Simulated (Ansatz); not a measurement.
# Geometry relaxation, with input and output: Ge

Ge (Im-3m, 1 atom in the cell), computed with DFT, PBE, PAW with Ansatz's default frozen-core files, scalar-relativistic, no spin polarisation (Ansatz 0.2.0).

The structure was built on a prototype by a generator; it need not be a known phase. It belongs to a series of runs on one base structure; here: bcc relaxed, PAW files. Figures and captions count atoms from 1; the log counts them from 0 in places.

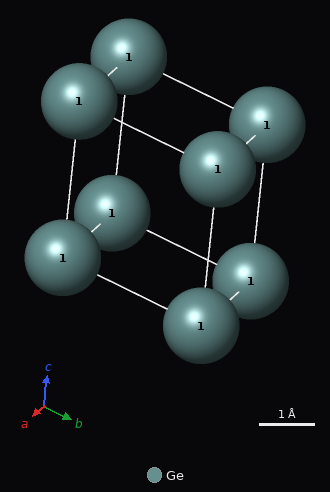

Figure 1. The structure as given in the input (spheres-only view of the cell of the calculation, seen slightly off an axis; atoms are numbered from 1 in the order of the input).

Summary:

```tsv
quantity	value
outcome	converged
space group (tolerance 0.01 Å)	Im-3m (229)
electrons treated	14
free energy	−4294.6482 eV
Fermi energy	10.889 eV
pressure	0.00 GPa
final volume	19.14 Å³
largest force (length of the vector) at the end	under 0.001 eV/Å
final cell	a = 2.919 Å, b = 2.919 Å, c = 2.919 Å, α = 109.47°, β = 109.47°, γ = 109.47°
hardware	1 thread of Arm Neoverse V2, 24 GiB of memory available, shared host
wall time	4.9 s
peak memory	0.31 GiB
```

Input file:
```yaml
crystal:
  lattice:
    - [-1.6809877034, 1.6809877034, 1.6809877034]
    - [1.6809877034, -1.6809877034, 1.6809877034]
    - [1.6809877034, 1.6809877034, -1.6809877034]
  atoms:
    - { symbol: Ge, position: [0.0, 0.0, 0.0] }
kpoints:
  mp_grid: { grid: [17, 17, 17] }
scf:
  occupations: { method: fermi_dirac, width: 0.05 }
hamiltonian:
  xc: pbe
  pseudopotentials: { kind: paw }
output:
  forces: true
  stress: true
relax:
  f_tol: 0.005
  max_steps: 40
  cell: {}
```

Launched with:
```bash
ansatz run input.yaml --threads 1 --pin off --max-ram 3072MiB --backend cpu --events-out ev --progress --plain --runs-dir out
```

Output:
```
Engine: ansatz 0.2.0, aarch64-unknown-linux-gnu
Pseudopotentials: kind: paw
Pseudopotential: Ge, paw, valence charge 14, recommended cutoff 420 eV (normal), Ge.paw.azcp
Functional definition: PBE
  parameter kappa = 0.804
  parameter beta = 0.06672455060314922
  exchange = pbe_x(kappa = kappa, mu = beta*pi^2/3)
  correlation = pbe_c(beta = beta)
Crystal: 1 atoms, lattice volume = 19.000 Å³
Basis set: ecut = 420 eV, 369 PW (Γ), exchange–correlation on 40×40×40 points (8 copies of the dense FFT grid, shifted against one another)
Bands: 11, of which v1, the nominal top of the filled ones, is band 7 counted from 1 (6 counted from 0)
Symmetry: 48 space group operations
Space group: Im-3m (ITA 229), of the structure as read, at distance tolerance 2.7e-5 Å
k-points: 165 of 4913
Non-local potential: Ge, projectors of the file, l = 0: 2, l = 1: 2, l = 2: 3, l = 3: 1
PAW form: soft (Blöchl's): semilocal exchange-correlation on the pseudo side does not see the compensation charge
PAW one-centre angular grid: Ge, 590 points (default); XC on 64 Gauss nodes
Initial density: superposition of atomic densities (neutral atoms: chi_scale 0, normalization atom), corrected by the library's trained network
Initial wavefunctions: pseudopotential atomic-orbital guess
Functional: x = pbe(κ = 0.804, μ = 0.2195149727645171), c = pbe(β = 0.06672455060314922)
SCF iter   1: F=—  HF=-4294.648117 eV  |F-HF|=—  |Δ(HF+E_count)|=         —  Δρ=1.05e-3  dr2=7.28e-5  ethr=1.77e-3  ⟨swp⟩=5.5  Hψ=10189  notcnv=0
preconditioner: auto → none  [metal: Δε(μ)=0.042 eV  Ē_g=27.049 eV  σ=0.050 eV  W_gap=0.20  n_scr=0 (ndim 8)  ℏωp=31.9 eV  f_vac=0.000  D(μ)=0.38/eV (n_scr^D=0)]
SCF iter   2: F=—  HF=-4294.647994 eV  |F-HF|=—  |Δ(HF+E_count)|=   1.23e-4  Δρ=5.25e-4  dr2=2.04e-5  ethr=5.20e-7  ⟨swp⟩=2.4  Hψ=3912  notcnv=0
SCF iter   3: F=—  HF=-4294.648018 eV  |F-HF|=—  |Δ(HF+E_count)|=   2.44e-5  Δρ=1.71e-4  dr2=4.79e-6  ethr=1.46e-7  ⟨swp⟩=2.0  Hψ=2938  notcnv=0
SCF iter   4: F=—  HF=-4294.648014 eV  |F-HF|=—  |Δ(HF+E_count)|=   4.75e-6  Δρ=6.84e-5  dr2=8.90e-7  ethr=3.42e-8  ⟨swp⟩=2.0  Hψ=2690  notcnv=0
iter 5 did not close the SCF: its close was put off for the readings that it lacked (scf_convergence_deferred on its scf_iter line)
SCF iter   5: F=-4294.648013 eV  HF=-4294.648013 eV  |F-HF|=8.23e-9  |Δ(HF+E_count)|=   7.25e-7  Δρ=6.84e-6  dr2=4.22e-9  ethr=6.35e-9  ⟨swp⟩=2.0  Hψ=2938  notcnv=0
SCF iter   6: F=-4294.648013 eV  HF=-4294.648013 eV  |F-HF|=4.19e-10  |Δ(HF+E_count)|=  1.66e-10  Δρ=1.14e-6  dr2=1.97e-10  ethr=3.01e-11  ⟨swp⟩=1.0  Hψ=5420  notcnv=0
SCF 1 converged in 6 iterations: F = -4294.648013 eV  dr2 = 1.97e-10
  greatest PAW one-centre occupation: 0.998 electrons in one spin orbital (limit 2), on the Ge atom at site 0 (counted from 0), in its partial waves of l = 2
relax step   1: F+E_penalty+E_count = -4294.64801291 eV  Δ(F+E_penalty+E_count) = +0.000e0 eV  max|allowed force component| = 0.000e0 eV/Å  Δτ_max = 0.0000 Å  P = +0.483 GPa  Ω = 19.000 Å³  (6 SCF iters, dr2 threshold 1.00e-7 eV, accepted)
Crystal: 1 atoms, lattice volume = 19.183 Å³
Initial density: handed on by an earlier stage of this run
Initial wavefunctions: those handed on with the density
iter 1 solved again at ethr=1.72e-8 eV; its pass at ethr=3.10e-3 eV (dr2=2.40e-6 eV) is discarded
SCF iter   1: F=—  HF=-4294.648159 eV  |F-HF|=—  |Δ(HF+E_count)|=         —  Δρ=1.83e-4  dr2=3.38e-6  ethr=1.72e-8  ⟨swp⟩=2.1  Hψ=13524  notcnv=0
preconditioner: auto → none  [metal: Δε(μ)=0.050 eV  Ē_g=27.007 eV  σ=0.050 eV  W_gap=0.25  n_scr=0 (ndim 8)  ℏωp=31.7 eV  f_vac=0.000  D(μ)=0.41/eV (n_scr^D=0)]
SCF iter   2: F=—  HF=-4294.648166 eV  |F-HF|=—  |Δ(HF+E_count)|=   7.55e-6  Δρ=9.64e-5  dr2=6.96e-7  ethr=1.72e-8  ⟨swp⟩=2.8  Hψ=2694  notcnv=0
SCF iter   3: F=—  HF=-4294.648167 eV  |F-HF|=—  |Δ(HF+E_count)|=   5.41e-7  Δρ=1.18e-5  dr2=1.96e-8  ethr=7.14e-10  ⟨swp⟩=2.7  Hψ=6588  notcnv=0
SCF iter   4: F=-4294.648167 eV  HF=-4294.648167 eV  |F-HF|=5.04e-10  |Δ(HF+E_count)|=   2.17e-8  Δρ=2.94e-6  dr2=1.65e-9  ethr=1.40e-10  ⟨swp⟩=3.9  Hψ=5037  notcnv=0
SCF 2 converged in 4 iterations: F = -4294.648167 eV  dr2 = 1.65e-9
relax step   2: F+E_penalty+E_count = -4294.64816687 eV  Δ(F+E_penalty+E_count) = -1.540e-4 eV  max|allowed force component| = 0.000e0 eV/Å  Δτ_max = 0.0000 Å  P = -0.140 GPa  Ω = 19.183 Å³  energy of the carried Pulay correction = -3.811e-5 eV  (4 SCF iters, dr2 threshold 1.00e-7 eV, accepted)
Crystal: 1 atoms, lattice volume = 19.141 Å³
iter 1 solved again at ethr=9.08e-10 eV; its pass at ethr=3.10e-3 eV (dr2=1.27e-7 eV) is discarded
SCF iter   1: F=—  HF=-4294.648187 eV  |F-HF|=—  |Δ(HF+E_count)|=         —  Δρ=4.07e-5  dr2=1.83e-7  ethr=9.08e-10  ⟨swp⟩=2.0  Hψ=13493  notcnv=0
preconditioner: auto → none  [metal: Δε(μ)=0.048 eV  Ē_g=27.016 eV  σ=0.050 eV  W_gap=0.24  n_scr=0 (ndim 8)  ℏωp=31.8 eV  f_vac=0.000  D(μ)=0.41/eV (n_scr^D=0)]
SCF iter   2: F=-4294.648194 eV  HF=-4294.648194 eV  |F-HF|=1.75e-8  |Δ(HF+E_count)|=   6.90e-6  Δρ=2.12e-5  dr2=3.49e-8  ethr=3.50e-10  ⟨swp⟩=2.0  Hψ=6462  notcnv=0
SCF 3 converged in 2 iterations: F = -4294.648194 eV  dr2 = 3.49e-8
relax step   3: F+E_penalty+E_count = -4294.64819383 eV  Δ(F+E_penalty+E_count) = -2.696e-5 eV  max|allowed force component| = 0.000e0 eV/Å  Δτ_max = 0.0000 Å  P = -0.002 GPa  Ω = 19.141 Å³  energy of the carried Pulay correction = -2.951e-5 eV  (2 SCF iters, dr2 threshold 4.90e-8 eV, accepted)
Initial wavefunctions: pseudopotential atomic-orbital guess (no wavefunctions were taken with the density)
iter 1 solved again at ethr=8.41e-9 eV; its pass at ethr=3.10e-3 eV (dr2=1.18e-6 eV) is discarded
SCF iter   1: F=—  HF=-4294.648218 eV  |F-HF|=—  |Δ(HF+E_count)|=         —  Δρ=2.18e-5  dr2=3.47e-8  ethr=8.41e-9  ⟨swp⟩=3.0  Hψ=14718  notcnv=0
preconditioner: auto → none  [metal: Δε(μ)=0.048 eV  Ē_g=27.017 eV  σ=0.050 eV  W_gap=0.24  n_scr=0 (ndim 8)  ℏωp=31.8 eV  f_vac=0.000  D(μ)=0.41/eV (n_scr^D=0)]
SCF iter   2: F=—  HF=-4294.648225 eV  |F-HF|=—  |Δ(HF+E_count)|=   6.91e-6  Δρ=1.23e-5  dr2=9.62e-9  ethr=2.48e-10  ⟨swp⟩=2.0  Hψ=2701  notcnv=0
SCF iter   3: F=—  HF=-4294.648225 eV  |F-HF|=—  |Δ(HF+E_count)|=   1.30e-8  Δρ=1.53e-6  dr2=3.06e-10  ethr=6.87e-11  ⟨swp⟩=2.1  Hψ=2923  notcnv=0
SCF iter   4: F=-4294.648225 eV  HF=-4294.648225 eV  |F-HF|=9.09e-12  |Δ(HF+E_count)|=  6.85e-10  Δρ=2.20e-7  dr2=9.90e-12  ethr=1.00e-12  ⟨swp⟩=3.7  Hψ=7848  notcnv=0
SCF 4 converged in 4 iterations: F = -4294.648225 eV  dr2 = 9.90e-12
relax step   4: F+E_penalty+E_count = -4294.64822510 eV  Δ(F+E_penalty+E_count) = -3.127e-5 eV  max|allowed force component| = 0.000e0 eV/Å  Δτ_max = 0.0000 Å  P = -0.002 GPa  Ω = 19.141 Å³  stress off target by 2.14e-3 GPa  SCF on the basis re-selected at this cell (its energy is not comparable with the rows above)  (4 SCF iters)
```

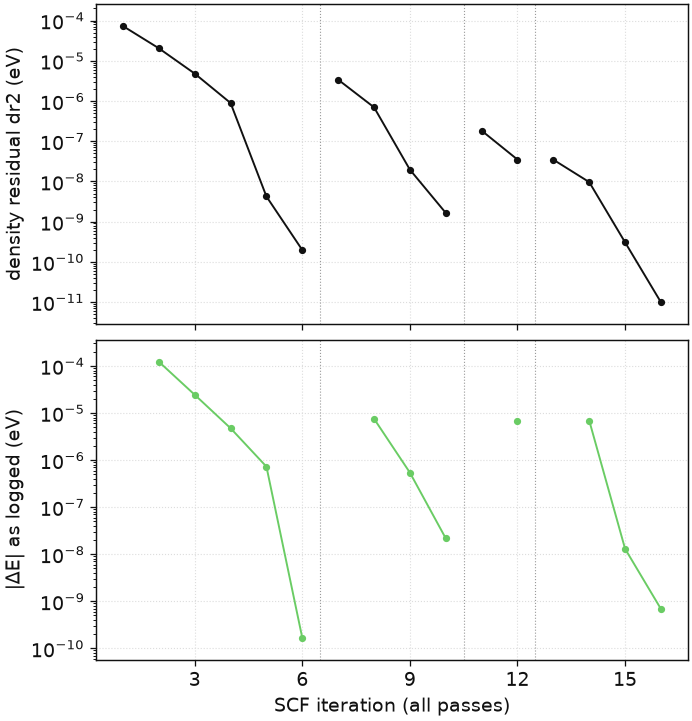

Figure 2. Convergence of the self-consistent field: density residual dr2 and size of the energy change against the SCF iteration. The dotted lines part the SCF passes of the relaxation: geometry steps, rejected trials and re-solves on a re-selected basis. The passes take 6, 4, 2 and 4 iterations.

```
basis re-selected at this cell: Δ(F+E_penalty+E_count) = -3.127e-5 eV, ΔP = -0.000 GPa vs the last step (what re-selecting the basis moved, of the pressure what is left beyond the Pulay correction that the steps carried, after the strain that the cell walked since its last selection, with what the two solves' SCF thresholds leave and, on support functions, any second-order correction that the steps lacked; it is no measure of the basis error at this ecutwfc). This SCF's stress stands 2.14e-3 GPa from its target on what of the cell is left free (relax.cell.stress_tol is 5.00e-2 GPa) and its largest allowed force component is 0.00e0 eV/Å (relax.f_tol is 5.00e-3 eV/Å): within both
SCF converged after 4 iterations
Free energy (F): -4294.648225 eV
Harris-Foulkes:  -4294.648225 eV  (|F-HF|=9.09e-12)
Internal energy: -4294.644851 eV  (E = F + TS)
E sigma→0 (E₀):  -4294.646538 eV
Entropy (-TS):   -0.003374 eV (-3.374 meV/atom)
Fermi energy:    10.888858 eV
--- Per-component energies (eV) ---
  E_band       = -115.888721
  E_kinetic    = 109.958632
  E_local      = -2137.975184  (includes V_loc(G=0)·N_el)
  E_nonlocal   = 415.008853
  E_hartree    = 933.788392
  E_xc         = -75.498318
  E_vxc        = -64.382987  (∫ρ·V_xc dr)
  E_paw        = -2016.154431  (= ΣΔE_a)
  E_vpaw       = -306.074899  (= ΣTr[D̂ρ^β])
  E_aug_tail   = 0.000207  (compensation charges beyond the density's cutoff)
  E_ewald      = -1523.773002
  E_smearing   = -0.003374  (= −TS)
  E_closure    = 0.000000  (closes the sum)
  Σ components = -4294.648225   (vs F -4294.648225, Δ=0.00e0)
--- Forces (eV/Å), atoms counted from 1 ---
  atom   1  Ge    -0.00000000     0.00000000     0.00000000
  max |Σ_I F_I| component: 1.40e-31 eV/Å
--- Stress (GPa, compression-positive) ---
       -0.002138       0.000000      -0.000000
        0.000000      -0.002138      -0.000000
        0.000000      -0.000000      -0.002138
  P = ⅓ Tr σ = -0.0021 GPa (-0.021 kbar)
--- Relaxed structure (3 steps of the walk, 3 accepted, 1 SCFs on fresh bases) ---
  F+E_penalty+E_count = -4294.64822510 eV   max|allowed force component| = 0.000e0 eV/Å   (the final SCF, on the basis selected at the relaxed cell)
  cell:  # Å, volume = 19.1413 Å³
    - [-1.6851459497628511, 1.6851459497628511, 1.6851459497628511]
    - [1.6851459497628511, -1.6851459497628511, 1.6851459497628511]
    - [1.6851459497628511, 1.6851459497628511, -1.6851459497628511]
  atoms:
    - { symbol: Ge, position: [0.0, 0.0, 0.0] }
```

Trajectory as extended XYZ (Å, eV, eV/Å), 4 frames, from step=1 to step=4:
```
1
Lattice="-1.6810 1.6810 1.6810 1.6810 -1.6810 1.6810 1.6810 1.6810 -1.6810" Properties=species:S:1:pos:R:3:forces:R:3 step=1 energy=-4294.64801 pressure_GPa=0.48
Ge    0.0000    0.0000    0.0000    0.0000   0.0000   0.0000
1
Lattice="-1.6864 1.6864 1.6864 1.6864 -1.6864 1.6864 1.6864 1.6864 -1.6864" Properties=species:S:1:pos:R:3:forces:R:3 step=2 energy=-4294.64817 pressure_GPa=-0.14
Ge    0.0000    0.0000    0.0000    0.0000   0.0000   0.0000
1
Lattice="-1.6851 1.6851 1.6851 1.6851 -1.6851 1.6851 1.6851 1.6851 -1.6851" Properties=species:S:1:pos:R:3:forces:R:3 step=3 energy=-4294.64819 pressure_GPa=-0.00
Ge    0.0000    0.0000    0.0000    0.0000   0.0000   0.0000
1
Lattice="-1.6851 1.6851 1.6851 1.6851 -1.6851 1.6851 1.6851 1.6851 -1.6851" Properties=species:S:1:pos:R:3:forces:R:3 step=4 energy=-4294.64822 pressure_GPa=-0.00
Ge    0.0000    0.0000    0.0000    0.0000   0.0000   0.0000
```
